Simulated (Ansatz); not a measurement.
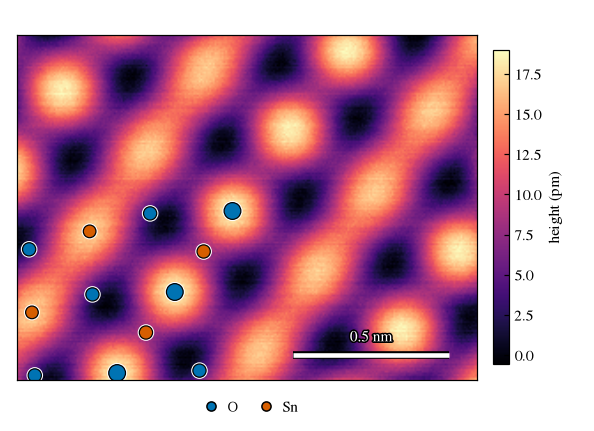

Constant-current image at a set point of 9.7 × 10⁻⁶ e/Å³ of SnO2(110) (P4_2/mnm bulk, 12 atomic planes (those closer than 0.6 Å count as one), 13 Å, O-terminated), sample bias +2.00 V. The atoms seen from above are drawn over one corner (deeper ones smaller). Noise was added to mimic a scan.

The STM signal is simulated in the Tersoff–Hamann approximation. Zero bias is put in the middle of the gap by convention. Bias windows are sharp sums over the levels of the k mesh.

Theory: Ansatz, DFT PBE, scalar-relativistic, plane waves, PAW. Cutoff 420 eV, 18 × 9 k-points, Gaussian smearing 0.05 eV, dipole correction. The slab is a cut without reconstruction beyond its cell, at the source's lattice constants, with its lower half held fixed and the rest relaxed. No spin polarisation. Spin–orbit coupling is left out; with Sn it can shift levels and gaps. The run warns that the functional's potential is rough in the thin density of the vacuum, where the tip is; weak contrasts and barriers may feel it.

Question: Which atoms or sites appear bright, which dark, and how strong is the contrast?

Answer: The brightest spots lie over the top O atoms and the sites above the Sn atoms 1.4 Å below the top plane that have an O atom directly beneath; the darkest points are over the O atoms 1.2 Å below the top plane. The corrugation is 18 pm at a mean tip height of 3.0 Å.
